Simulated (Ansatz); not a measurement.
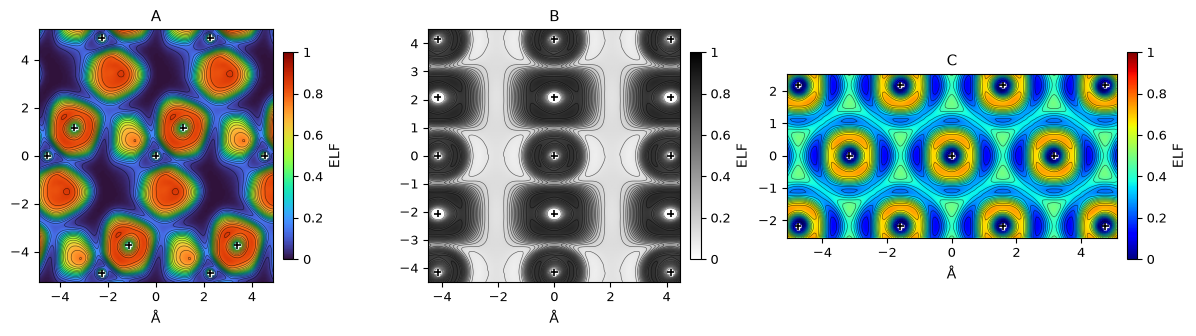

The electron localisation function of 3 systems, each on a plane through atoms (crosses mark nuclei in the plane).

Theory: DFT r2SCAN, scalar-relativistic, plane waves, PAW (Ansatz).

System 1: ZrS, the (100) plane of the conventional cell. Space group I4/mmm; computed pressure about 54 GPa in this cell.

```cif
data_structure
_symmetry_space_group_name_H-M 'P 1'
_symmetry_Int_Tables_number 1
_cell_length_a 4.1472
_cell_length_b 4.1472
_cell_length_c 4.1466
_cell_angle_alpha 90.000
_cell_angle_beta 90.000
_cell_angle_gamma 90.000
_cell_volume 71.32
loop_
_atom_site_label
_atom_site_type_symbol
_atom_site_fract_x
_atom_site_fract_y
_atom_site_fract_z
_atom_site_occupancy
Zr1 Zr 0.00000 0.00000 0.00000 1
Zr2 Zr 0.50000 0.50000 0.50000 1
S1 S 0.50000 0.50000 0.00000 1
S2 S 0.00000 0.00000 0.50000 1
```

System 2: SiO2, the (101̄) plane of the conventional cell. Space group I-42d; not relaxed (largest force 0.3 eV/Å); computed pressure about −5 GPa in this cell.

```
Si O
1.0
     4.53227    0.00000    0.00000
     0.00000    4.53227    0.00000
     0.00000    0.00000    8.71046
Si O
4 8
Direct
  0.00000 0.00000 0.00000
  0.50000 0.50000 0.50000
  0.00000 0.50000 0.25000
  0.50000 0.00000 0.75000
  0.25000 0.59817 0.37500
  0.75000 0.09817 0.87500
  0.09817 0.25000 0.12500
  0.59817 0.75000 0.62500
  0.75000 0.40183 0.37500
  0.25000 0.90183 0.87500
  0.40183 0.25000 0.62500
  0.90183 0.75000 0.12500
```

System 3: W, the (011̄) plane of the conventional cell. Space group I4/mmm; changed on purpose from its base cell (strain -0.0500 x Voigt [0, 1, 0, 0, 0, 0], atoms carried along); computed pressure about 19 GPa in this cell.

```
CELL_PARAMETERS angstrom
0.00000 0.00000 3.16837
3.16837 0.00000 0.00000
0.00000 3.00995 0.00000
ATOMIC_POSITIONS crystal
W 0.00000 0.00000 0.00000
W 0.50000 0.50000 0.50000
```

> Which map belongs to which system?

Panel A is system 2, SiO2: the plane holds Si and O. Si–O (1.63 Å): the ELF peaks at about 0.85 between the atoms, as expected for a shared but strongly polarised pair. Panel B is system 1, ZrS: the plane holds Zr and S. Zr–S (2.07 Å): the ELF peaks at about 0.80 in the valence shell of S, 0.7 Å from its nucleus, and is about 0.40 at the midpoint. Panel C is system 3, W: the plane holds W. W–W (2.70 Å): the ELF is about 0.35 at the midpoint.
